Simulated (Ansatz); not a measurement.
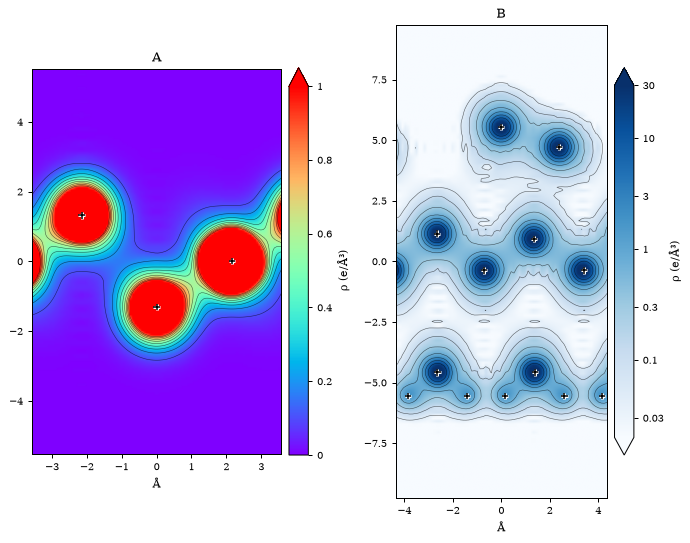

The valence electron density of 2 systems, each on a plane through atoms (crosses mark nuclei in the plane).

These are results of DFT HSE06, scalar-relativistic, plane waves, PAW (Ansatz), not measurements.

System 1: Ge₄H (slab), the (100) plane of the calculation cell, a cut from vacuum to vacuum. 

```yaml
crystal:
  lattice:
    - [8.02340, 0.00000, 0.00000]
    - [0.00000, 8.02340, 0.00000]
    - [0.00000, 0.00000, 25.93888]
  atoms:
    - { symbol: Ge, position: [0.00000, 0.07830, 0.71657] }
    - { symbol: Ge, position: [0.00000, 0.37649, 0.68488] }
    - { symbol: Ge, position: [0.50000, 0.12351, 0.68488] }
    - { symbol: Ge, position: [0.50000, 0.42170, 0.71657] }
    - { symbol: Ge, position: [0.23430, 0.01158, 0.65454] }
    - { symbol: Ge, position: [0.26570, 0.48842, 0.65454] }
    - { symbol: Ge, position: [0.76570, 0.01158, 0.65454] }
    - { symbol: Ge, position: [0.73430, 0.48842, 0.65454] }
    - { symbol: Ge, position: [0.25000, 0.25000, 0.59268] }
    - { symbol: Ge, position: [0.25000, 0.75000, 0.60333] }
    - { symbol: Ge, position: [0.75000, 0.25000, 0.59268] }
    - { symbol: Ge, position: [0.75000, 0.75000, 0.60333] }
    - { symbol: Ge, position: [0.00000, 0.24582, 0.53895] }
    - { symbol: Ge, position: [0.00000, 0.74617, 0.54705] }
    - { symbol: Ge, position: [0.50000, 0.25418, 0.53895] }
    - { symbol: Ge, position: [0.50000, 0.75383, 0.54705] }
    - { symbol: Ge, position: [0.00000, 0.99073, 0.48841] }
    - { symbol: Ge, position: [0.00000, 0.50282, 0.48845] }
    - { symbol: Ge, position: [0.50000, 0.99718, 0.48845] }
    - { symbol: Ge, position: [0.50000, 0.50927, 0.48841] }
    - { symbol: Ge, position: [0.25000, 0.99680, 0.43388] }
    - { symbol: Ge, position: [0.25000, 0.50320, 0.43388] }
    - { symbol: Ge, position: [0.75000, 0.99680, 0.43388] }
    - { symbol: Ge, position: [0.75000, 0.50320, 0.43388] }
    - { symbol: Ge, position: [0.25000, 0.25000, 0.37997] }
    - { symbol: Ge, position: [0.25000, 0.75000, 0.37871] }
    - { symbol: Ge, position: [0.75000, 0.25000, 0.37997] }
    - { symbol: Ge, position: [0.75000, 0.75000, 0.37871] }
    - { symbol: Ge, position: [0.00000, 0.25000, 0.32617] }
    - { symbol: Ge, position: [0.00000, 0.75000, 0.32617] }
    - { symbol: Ge, position: [0.50000, 0.25000, 0.32617] }
    - { symbol: Ge, position: [0.50000, 0.75000, 0.32617] }
    - { symbol: H, position: [0.00000, 0.40321, 0.28914] }
    - { symbol: H, position: [0.00000, 0.09679, 0.28914] }
    - { symbol: H, position: [0.00000, 0.90321, 0.28914] }
    - { symbol: H, position: [0.00000, 0.59679, 0.28914] }
    - { symbol: H, position: [0.50000, 0.40321, 0.28914] }
    - { symbol: H, position: [0.50000, 0.09679, 0.28914] }
    - { symbol: H, position: [0.50000, 0.90321, 0.28914] }
    - { symbol: H, position: [0.50000, 0.59679, 0.28914] }
```

System 2: PtSe₂, the (110) plane of the calculation cell, a cut from vacuum to vacuum. 

```cif
data_structure
_symmetry_space_group_name_H-M 'P 1'
_symmetry_Int_Tables_number 1
_cell_length_a 3.7300
_cell_length_b 3.7300
_cell_length_c 29.0400
_cell_angle_alpha 90.000
_cell_angle_beta 90.000
_cell_angle_gamma 120.000
_cell_volume 349.90
loop_
_atom_site_label
_atom_site_type_symbol
_atom_site_fract_x
_atom_site_fract_y
_atom_site_fract_z
_atom_site_occupancy
Se1 Se 0.66667 0.33333 0.30964 1
Pt1 Pt 0.00000 0.00000 0.35503 1
Se2 Se 0.33333 0.66667 0.40042 1
```

### Match each panel to its system.

Panel A is system 2, PtSe₂: the plane holds Se and Pt. Pt–Se (2.52 Å): ρ is about 0.58 e/Å³ halfway. Panel B is system 1, Ge₄H: the plane holds Ge and H. Ge–H (1.56 Å): ρ at the midpoint is about 1 e/Å³.
